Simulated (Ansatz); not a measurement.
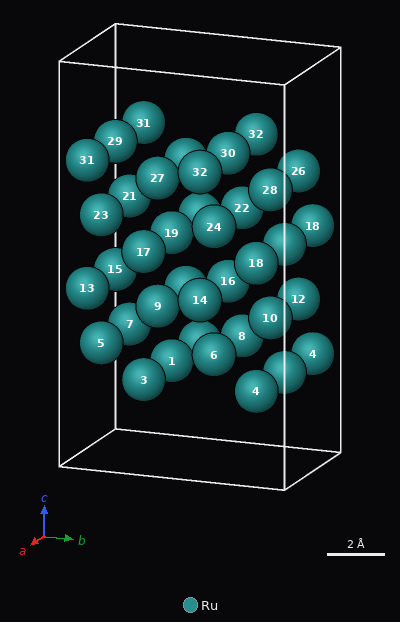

The starting structure (spheres-only view of the cell of the calculation, with the vacuum cut short, seen slightly off an axis; atoms are numbered from 1 in the order of the input). An atom can appear more than once, as a periodic image.

**Run report: Ru, geometry relaxation (part 1 of 3)**

Ru (slab, 32 atoms in the cell), computed with DFT PBE+D3(BJ), scalar-relativistic, plane waves, PAW, no spin polarisation (Ansatz 0.2.0).

The structure derives from an entry of the Crystallography Open Database. The input holds or restrains some coordinates. Forces given for the steps count only the free coordinates. Figures and captions count atoms from 1; the log counts them from 0 in places.

Input file:
```yaml
crystal:
  lattice:
    - [5.3951895541, 0.0, 0.0]
    - [0.0, 8.5316359842, 0.0]
    - [0.0, 0.0, 24.7872853534]
  atoms:
    - { symbol: Ru, position: [0.5, 0.375, 0.3429177451] }
    - { symbol: Ru, position: [0.5, 0.875, 0.3429177451] }
    - { symbol: Ru, position: [0.0, 0.375, 0.3429177451] }
    - { symbol: Ru, position: [0.0, 0.875, 0.3429177451] }
    - { symbol: Ru, position: [0.75, 0.125, 0.3743341961] }
    - { symbol: Ru, position: [0.75, 0.625, 0.3743341961] }
    - { symbol: Ru, position: [0.25, 0.125, 0.3743341961] }
    - { symbol: Ru, position: [0.25, 0.625, 0.3743341961] }
    - { symbol: Ru, position: [0.75, 0.375, 0.437167098] }
    - { symbol: Ru, position: [0.75, 0.875, 0.437167098] }
    - { symbol: Ru, position: [0.25, 0.375, 0.437167098] }
    - { symbol: Ru, position: [0.25, 0.875, 0.437167098] }
    - { symbol: Ru, position: [0.0, 0.125, 0.468583549] }
    - { symbol: Ru, position: [0.0, 0.625, 0.468583549] }
    - { symbol: Ru, position: [0.5, 0.125, 0.468583549] }
    - { symbol: Ru, position: [0.5, 0.625, 0.468583549] }
    - { symbol: Ru, position: [0.0, 0.375, 0.531416451] }
    - { symbol: Ru, position: [0.0, 0.875, 0.531416451] }
    - { symbol: Ru, position: [0.5, 0.375, 0.531416451] }
    - { symbol: Ru, position: [0.5, 0.875, 0.531416451] }
    - { symbol: Ru, position: [0.25, 0.125, 0.562832902] }
    - { symbol: Ru, position: [0.25, 0.625, 0.562832902] }
    - { symbol: Ru, position: [0.75, 0.125, 0.562832902] }
    - { symbol: Ru, position: [0.75, 0.625, 0.562832902] }
    - { symbol: Ru, position: [0.25, 0.375, 0.6256658039] }
    - { symbol: Ru, position: [0.25, 0.875, 0.6256658039] }
    - { symbol: Ru, position: [0.75, 0.375, 0.6256658039] }
    - { symbol: Ru, position: [0.75, 0.875, 0.6256658039] }
    - { symbol: Ru, position: [0.5, 0.125, 0.6570822549] }
    - { symbol: Ru, position: [0.5, 0.625, 0.6570822549] }
    - { symbol: Ru, position: [0.0, 0.125, 0.6570822549] }
    - { symbol: Ru, position: [0.0, 0.625, 0.6570822549] }
basis:
  ecutwfc: 420
kpoints:
  mp_grid: { grid: [6, 4, 1] }
hamiltonian:
  xc: pbe
  dispersion: d3bj
scf:
  occupations: { method: gaussian, width: 0.1 }
output:
  forces: true
  eigenvalues: true
  write_density: true
  write_potential: true
  elf: true
  volumetric_format: npy
relax:
  adjacent_minimum: "off"
  f_tol: 0.03
  max_steps: 70
  constraints: [{ sites: [0, 1, 2, 3, 4, 5, 6, 7, 8, 9, 10, 11, 12, 13, 14, 15] }]
efield:
  axis: 3
  dipole_correction: true
```

Launched with:
```bash
ansatz run input.yaml --threads 8 --pin off --max-ram 22528MiB --backend cpu --events-out ev --progress --plain --runs-dir out
```

What the program printed:
```
Engine: ansatz 0.2.0, x86_64-unknown-linux-gnu
Pseudopotentials: kind: paw
Pseudopotential: Ru, paw, valence charge 16, recommended cutoff 420 eV (normal), Ru.paw.azcp
Functional definition: PBE
  parameter kappa = 0.804
  parameter beta = 0.06672455060314922
  exchange = pbe_x(kappa = kappa, mu = beta*pi^2/3)
  correlation = pbe_c(beta = beta)
Crystal: 32 atoms, lattice volume = 1140.954 Å³
Basis set: ecut = 420 eV, 22209 PW (Γ), exchange–correlation on 80×120×360 points (8 copies of the dense FFT grid, shifted against one another)
Bands: 308, of which v1, the nominal top of the filled ones, is band 256 counted from 1 (255 counted from 0)
Symmetry: 16 space group operations
k-points: 12 of 24
Non-local potential: Ru, projectors of the file, l = 0: 3, l = 1: 2, l = 2: 2, l = 3: 1
PAW form: soft (Blöchl's): semilocal exchange-correlation on the pseudo side does not see the compensation charge
PAW one-centre angular grid: Ru, 590 points (default); XC on 64 Gauss nodes
Initial density: superposition of atomic densities (neutral atoms: chi_scale 0, normalization atom), corrected by the library's trained network
Initial wavefunctions: pseudopotential atomic-orbital guess
Functional: x = pbe(κ = 0.804, μ = 0.2195149727645171), c = pbe(β = 0.06672455060314922)
SCF iter   1: F=—  HF=-188115.661003 eV  |F-HF|=—  |Δ(HF+E_count)|=         —  Δρ=7.41e-3  dr2=2.11e-1  ethr=1.77e-3  p=0.000 e·Å  D=2.96e-13 V/Å  ΔV_dip=-0.00 eV  dr2_dipole=1.64e-6  V_vac-E_F(+/−)=4.53/4.53 eV  ⟨swp⟩=7.2  Hψ=14641  notcnv=0  defer=9
efield: sawtooth ramp at fractional position 0.9500 (placed from the atoms, in the widest stretch of the axis that holds none; the zero of the levels goes with the place), width 0.1000; the density the first Hamiltonian is built on has a dipole p = 0.000 e·Å; the dipole correction subtracts the counter field D = 2.96e-13 V/Å, which shifts the + side's vacuum level by -0.00 eV against the − side's; the planar-averaged density in the ramp window peaks in size at 1.6e-5 e/Å³
preconditioner: auto → LDOS  [metal: Δε(μ)=0.016 eV  Ē_g=4.361 eV  σ=0.100 eV  W_gap=0.09  n_scr=244 (ndim 8)  ℏωp=17.6 eV  f_vac=0.560  D(μ)=45.41/eV (n_scr^D=382)  β→1.0]
SCF iter   2: F=—  HF=-188115.699972 eV  |F-HF|=—  |Δ(HF+E_count)|=   3.90e-2  Δρ=3.20e-3  dr2=1.71e-1  ethr=4.12e-5  p=-0.000 e·Å  D=-5.36e-6 V/Å  ΔV_dip=0.00 eV  dr2_dipole=1.73e-6  V_vac-E_F(+/−)=4.70/4.70 eV  ⟨swp⟩=3.7  Hψ=9997  notcnv=0  defer=23
SCF iter   3: F=—  HF=-188115.679665 eV  |F-HF|=—  |Δ(HF+E_count)|=   2.03e-2  Δρ=8.27e-4  dr2=8.23e-3  ethr=3.35e-5  p=-0.000 e·Å  D=-2.70e-6 V/Å  ΔV_dip=0.00 eV  dr2_dipole=3.14e-7  V_vac-E_F(+/−)=4.72/4.72 eV  ⟨swp⟩=2.0  Hψ=4825  notcnv=0  defer=23
SCF iter   4: F=—  HF=-188115.677838 eV  |F-HF|=—  |Δ(HF+E_count)|=   1.83e-3  Δρ=3.60e-4  dr2=3.85e-3  ethr=1.61e-6  p=-0.000 e·Å  D=-1.38e-6 V/Å  ΔV_dip=0.00 eV  dr2_dipole=5.31e-9  V_vac-E_F(+/−)=4.74/4.74 eV  ⟨swp⟩=3.1  Hψ=6522  notcnv=0  defer=22
SCF iter   5: F=—  HF=-188115.677411 eV  |F-HF|=—  |Δ(HF+E_count)|=   4.28e-4  Δρ=1.71e-4  dr2=9.11e-4  ethr=7.52e-7  p=-0.000 e·Å  D=-9.11e-7 V/Å  ΔV_dip=0.00 eV  dr2_dipole=5.39e-10  V_vac-E_F(+/−)=4.75/4.75 eV  ⟨swp⟩=2.0  Hψ=4937  notcnv=0  defer=21
SCF iter   6: F=—  HF=-188115.677390 eV  |F-HF|=—  |Δ(HF+E_count)|=   2.01e-5  Δρ=4.48e-5  dr2=6.41e-5  ethr=1.78e-7  p=-0.000 e·Å  D=-4.04e-7 V/Å  ΔV_dip=0.00 eV  dr2_dipole=9.22e-10  V_vac-E_F(+/−)=4.76/4.76 eV  ⟨swp⟩=2.2  Hψ=4430  notcnv=0  defer=21
SCF iter   7: F=-188115.677391 eV  HF=-188115.677391 eV  |F-HF|=3.27e-7  |Δ(HF+E_count)|=   6.87e-7  Δρ=1.24e-5  dr2=3.63e-6  ethr=4.39e-9  p=-0.000 e·Å  D=-1.55e-7 V/Å  ΔV_dip=0.00 eV  dr2_dipole=8.07e-10  V_vac-E_F(+/−)=4.76/4.76 eV  ⟨swp⟩=20.6  Hψ=41505  notcnv=0
SCF 1 converged in 7 iterations: F = -188115.677391 eV  dr2 = 3.63e-6
  greatest PAW one-centre occupation: 0.998 electrons in one spin orbital (limit 2), on the Ru atom at site 3 (counted from 0), in its partial waves of l = 0
relax step   1: F+E_penalty+E_count = -188115.67739083 eV  Δ(F+E_penalty+E_count) = +0.000e0 eV  max|allowed force component| = 8.069e-1 eV/Å  Δτ_max = 0.0000 Å  (7 SCF iters, dr2 threshold 2.25e-5 eV, accepted)
Initial density: handed on by an earlier stage of this run
Initial wavefunctions: those handed on with the density
iter 1 solved again at ethr=2.32e-4 eV; its pass at ethr=3.10e-3 eV (dr2=1.19e0 eV) is discarded
SCF iter   1: F=—  HF=-188115.907746 eV  |F-HF|=—  |Δ(HF+E_count)|=         —  Δρ=7.62e-3  dr2=1.34e0  ethr=2.32e-4  p=-0.000 e·Å  D=-5.49e-7 V/Å  ΔV_dip=0.00 eV  dr2_dipole=1.53e-1  V_vac-E_F(+/−)=4.77/4.77 eV  ⟨swp⟩=2.0  Hψ=11411  notcnv=0  defer=339
efield: sawtooth ramp at fractional position 0.9500 (handed on by an earlier solve), width 0.1000; the density the first Hamiltonian is built on has a dipole p = -0.000 e·Å; the dipole correction subtracts the counter field D = -5.49e-7 V/Å, which shifts the + side's vacuum level by +0.00 eV against the − side's; the planar-averaged density in the ramp window peaks in size at 1.5e-6 e/Å³
preconditioner: auto → LDOS  [metal: Δε(μ)=0.044 eV  Ē_g=4.423 eV  σ=0.100 eV  W_gap=0.24  n_scr=244 (ndim 8)  ℏωp=17.6 eV  f_vac=0.563  D(μ)=39.06/eV (n_scr^D=284)  β→1.0]
SCF iter   2: F=—  HF=-188115.857096 eV  |F-HF|=—  |Δ(HF+E_count)|=   5.07e-2  Δρ=4.33e-3  dr2=5.13e-1  ethr=2.32e-4  p=-0.005 e·Å  D=-7.87e-4 V/Å  ΔV_dip=0.02 eV  dr2_dipole=1.43e-1  V_vac-E_F(+/−)=4.78/4.76 eV  ⟨swp⟩=2.6  Hψ=5276  notcnv=0  defer=339
SCF iter   3: F=—  HF=-188115.828311 eV  |F-HF|=—  |Δ(HF+E_count)|=   2.88e-2  Δρ=1.45e-3  dr2=4.19e-2  ethr=1.00e-4  p=-0.005 e·Å  D=-7.82e-4 V/Å  ΔV_dip=0.02 eV  dr2_dipole=2.91e-4  V_vac-E_F(+/−)=4.78/4.76 eV  ⟨swp⟩=2.2  Hψ=5173  notcnv=0  defer=339
SCF iter   4: F=—  HF=-188115.822541 eV  |F-HF|=—  |Δ(HF+E_count)|=   5.77e-3  Δρ=4.51e-4  dr2=5.86e-3  ethr=8.18e-6  p=-0.006 e·Å  D=-1.02e-3 V/Å  ΔV_dip=0.03 eV  dr2_dipole=3.12e-4  V_vac-E_F(+/−)=4.78/4.76 eV  ⟨swp⟩=3.0  Hψ=6827  notcnv=0  defer=339
SCF iter   5: F=—  HF=-188115.819839 eV  |F-HF|=—  |Δ(HF+E_count)|=   2.70e-3  Δρ=1.89e-4  dr2=1.21e-3  ethr=1.15e-6  p=-0.007 e·Å  D=-1.08e-3 V/Å  ΔV_dip=0.03 eV  dr2_dipole=2.72e-4  V_vac-E_F(+/−)=4.78/4.76 eV  ⟨swp⟩=2.1  Hψ=5392  notcnv=0  defer=338
SCF iter   6: F=—  HF=-188115.819856 eV  |F-HF|=—  |Δ(HF+E_count)|=   1.72e-5  Δρ=5.22e-5  dr2=5.39e-5  ethr=2.35e-7  p=-0.007 e·Å  D=-1.07e-3 V/Å  ΔV_dip=0.03 eV  dr2_dipole=4.30e-6  V_vac-E_F(+/−)=4.78/4.76 eV  ⟨swp⟩=2.0  Hψ=4937  notcnv=0  defer=338
SCF iter   7: F=-188115.819890 eV  HF=-188115.819883 eV  |F-HF|=7.04e-6  |Δ(HF+E_count)|=   2.69e-5  Δρ=1.73e-5  dr2=4.06e-6  ethr=7.95e-9  p=-0.007 e·Å  D=-1.05e-3 V/Å  ΔV_dip=0.03 eV  dr2_dipole=2.54e-7  V_vac-E_F(+/−)=4.78/4.76 eV  ⟨swp⟩=22.7  Hψ=40012  notcnv=0
SCF 2 converged in 7 iterations: F = -188115.819890 eV  dr2 = 4.06e-6
  Residual-converged pass: ⟨swp⟩=1.0  Hψ=3744  notcnv=0  max |occ|·‖R‖ = 7.0e-9 eV (tolerance 1.0e-8 eV)  dr2=4.06e-6  dr2_onsite=6.82e-8  max |Δocc| = 1.6e-10
  greatest PAW one-centre occupation: 0.998 electrons in one spin orbital (limit 2), on the Ru atom at site 31 (counted from 0), in its partial waves of l = 0
relax step   2: F+E_penalty+E_count = -188115.81988986 eV  Δ(F+E_penalty+E_count) = -1.425e-1 eV  max|allowed force component| = 4.749e-1 eV/Å  Δτ_max = 0.1305 Å  (7 SCF iters, dr2 threshold 4.07e-5 eV, accepted)
SCF iter   1: F=—  HF=-188115.891781 eV  |F-HF|=—  |Δ(HF+E_count)|=         —  Δρ=3.33e-3  dr2=2.75e-1  ethr=5.62e-4  p=-0.007 e·Å  D=-1.05e-3 V/Å  ΔV_dip=0.03 eV  dr2_dipole=1.10e-3  V_vac-E_F(+/−)=4.78/4.75 eV  ⟨swp⟩=2.5  Hψ=5930  notcnv=0  defer=318
efield: sawtooth ramp at fractional position 0.9500 (handed on by an earlier solve), width 0.1000; the density the first Hamiltonian is built on has a dipole p = -0.007 e·Å; the dipole correction subtracts the counter field D = -1.05e-3 V/Å, which shifts the + side's vacuum level by +0.03 eV against the − side's; the planar-averaged density in the ramp window peaks in size at 9.4e-7 e/Å³
preconditioner: auto → LDOS  [metal: Δε(μ)=0.020 eV  Ē_g=4.388 eV  σ=0.100 eV  W_gap=0.11  n_scr=244 (ndim 8)  ℏωp=17.6 eV  f_vac=0.562  D(μ)=41.16/eV (n_scr^D=326)  β→1.0]
SCF iter   2: F=—  HF=-188115.877535 eV  |F-HF|=—  |Δ(HF+E_count)|=   1.42e-2  Δρ=1.71e-3  dr2=4.25e-2  ethr=5.36e-5  p=-0.000 e·Å  D=-1.56e-5 V/Å  ΔV_dip=0.00 eV  dr2_dipole=3.45e-3  V_vac-E_F(+/−)=4.76/4.76 eV  ⟨swp⟩=2.0  Hψ=5783  notcnv=0  defer=328
SCF iter   3: F=—  HF=-188115.874296 eV  |F-HF|=—  |Δ(HF+E_count)|=   3.24e-3  Δρ=7.19e-4  dr2=1.06e-2  ethr=8.30e-6  p=-0.003 e·Å  D=-4.30e-4 V/Å  ΔV_dip=0.01 eV  dr2_dipole=1.10e-3  V_vac-E_F(+/−)=4.77/4.76 eV  ⟨swp⟩=2.7  Hψ=6535  notcnv=0  defer=328
SCF iter   4: F=—  HF=-188115.871253 eV  |F-HF|=—  |Δ(HF+E_count)|=   3.04e-3  Δρ=1.82e-4  dr2=6.54e-4  ethr=2.08e-6  p=-0.002 e·Å  D=-2.68e-4 V/Å  ΔV_dip=0.01 eV  dr2_dipole=3.73e-5  V_vac-E_F(+/−)=4.77/4.76 eV  ⟨swp⟩=2.8  Hψ=5447  notcnv=0  defer=324
SCF iter   5: F=—  HF=-188115.871251 eV  |F-HF|=—  |Δ(HF+E_count)|=   1.89e-6  Δρ=5.89e-5  dr2=8.28e-5  ethr=1.28e-7  p=-0.001 e·Å  D=-1.94e-4 V/Å  ΔV_dip=0.00 eV  dr2_dipole=4.17e-9  V_vac-E_F(+/−)=4.76/4.76 eV  ⟨swp⟩=2.5  Hψ=5610  notcnv=0  defer=322
SCF iter   6: F=-188115.871301 eV  HF=-188115.871294 eV  |F-HF|=6.30e-6  |Δ(HF+E_count)|=   4.31e-5  Δρ=2.17e-5  dr2=6.76e-6  ethr=2.75e-9  p=-0.001 e·Å  D=-1.59e-4 V/Å  ΔV_dip=0.00 eV  dr2_dipole=3.31e-8  V_vac-E_F(+/−)=4.76/4.76 eV  ⟨swp⟩=22.4  Hψ=42901  notcnv=0
SCF 3 converged in 6 iterations: F = -188115.871301 eV  dr2 = 6.76e-6
relax step   3: F+E_penalty+E_count = -188115.87130054 eV  Δ(F+E_penalty+E_count) = -5.141e-2 eV  max|allowed force component| = 2.801e-2 eV/Å  Δτ_max = 0.0593 Å  (6 SCF iters, dr2 threshold 1.41e-5 eV, accepted)
iter 1 solved again at ethr=1.32e-9 eV; its pass at ethr=3.10e-3 eV (dr2=6.76e-6 eV) is discarded
SCF iter   1: F=—  HF=-188115.871907 eV  |F-HF|=—  |Δ(HF+E_count)|=         —  Δρ=2.17e-5  dr2=6.77e-6  ethr=1.32e-9  p=-0.001 e·Å  D=-1.59e-4 V/Å  ΔV_dip=0.00 eV  dr2_dipole=4.07e-8  V_vac-E_F(+/−)=4.76/4.76 eV  ⟨swp⟩=1.0  Hψ=8616  notcnv=0
efield: sawtooth ramp at fractional position 0.9500 (handed on by an earlier solve), width 0.1000; the density the first Hamiltonian is built on has a dipole p = -0.001 e·Å; the dipole correction subtracts the counter field D = -1.59e-4 V/Å, which shifts the + side's vacuum level by +0.00 eV against the − side's; the planar-averaged density in the ramp window peaks in size at 8.8e-7 e/Å³
preconditioner: auto → LDOS  [metal: Δε(μ)=0.026 eV  Ē_g=4.387 eV  σ=0.100 eV  W_gap=0.15  n_scr=244 (ndim 8)  ℏωp=17.6 eV  f_vac=0.562  D(μ)=41.18/eV (n_scr^D=326)  β→1.0]
SCF iter   2: F=—  HF=-188115.871304 eV  |F-HF|=—  |Δ(HF+E_count)|=   6.03e-4  Δρ=1.10e-5  dr2=3.34e-6  ethr=1.32e-9  p=-0.001 e·Å  D=-1.30e-4 V/Å  ΔV_dip=0.00 eV  dr2_dipole=3.51e-7  V_vac-E_F(+/−)=4.76/4.76 eV  ⟨swp⟩=2.2  Hψ=4978  notcnv=0
SCF iter   3: F=—  HF=-188115.871305 eV  |F-HF|=—  |Δ(HF+E_count)|=   7.73e-7  Δρ=7.56e-6  dr2=1.28e-6  ethr=6.53e-10  p=-0.001 e·Å  D=-1.25e-4 V/Å  ΔV_dip=0.00 eV  dr2_dipole=1.02e-9  V_vac-E_F(+/−)=4.76/4.76 eV  ⟨swp⟩=2.7  Hψ=5592  notcnv=0
SCF iter   4: F=—  HF=-188115.871305 eV  |F-HF|=—  |Δ(HF+E_count)|=   9.05e-8  Δρ=3.01e-6  dr2=1.46e-7  ethr=2.49e-10  p=-0.001 e·Å  D=-1.21e-4 V/Å  ΔV_dip=0.00 eV  dr2_dipole=1.01e-8  V_vac-E_F(+/−)=4.76/4.76 eV  ⟨swp⟩=3.2  Hψ=6854  notcnv=0
SCF iter   5: F=-188115.871305 eV  HF=-188115.871305 eV  |F-HF|=2.31e-8  |Δ(HF+E_count)|=   9.65e-8  Δρ=6.16e-7  dr2=5.39e-9  ethr=1.95e-11  p=-0.001 e·Å  D=-1.17e-4 V/Å  ΔV_dip=0.00 eV  dr2_dipole=2.83e-10  V_vac-E_F(+/−)=4.76/4.76 eV  ⟨swp⟩=12.8  Hψ=28078  notcnv=0
SCF 4 converged in 5 iterations: F = -188115.871305 eV  dr2 = 5.39e-9
relax step   4: F+E_penalty+E_count = -188115.87130488 eV  Δ(F+E_penalty+E_count) = -4.341e-6 eV  max|allowed force component| = 2.810e-2 eV/Å  Δτ_max = 0.0000 Å  (5 SCF iters, accepted)
```

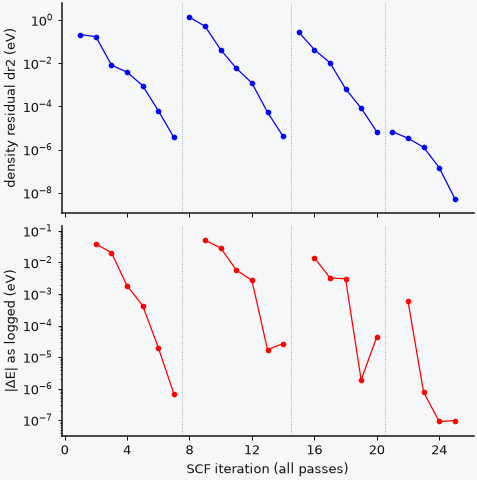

Convergence of the self-consistent field: density residual dr2 and size of the energy change against the SCF iteration. The dotted lines part the SCF passes of the relaxation: geometry steps, rejected trials and re-solves on a re-selected basis. The passes take 7, 7, 6 and 5 iterations.

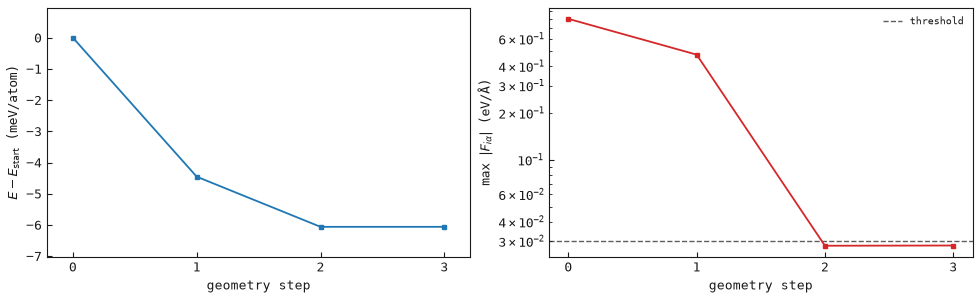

Progress of the restrained relaxation, step by step (the first geometry is step 0 here and step 1 in the log).
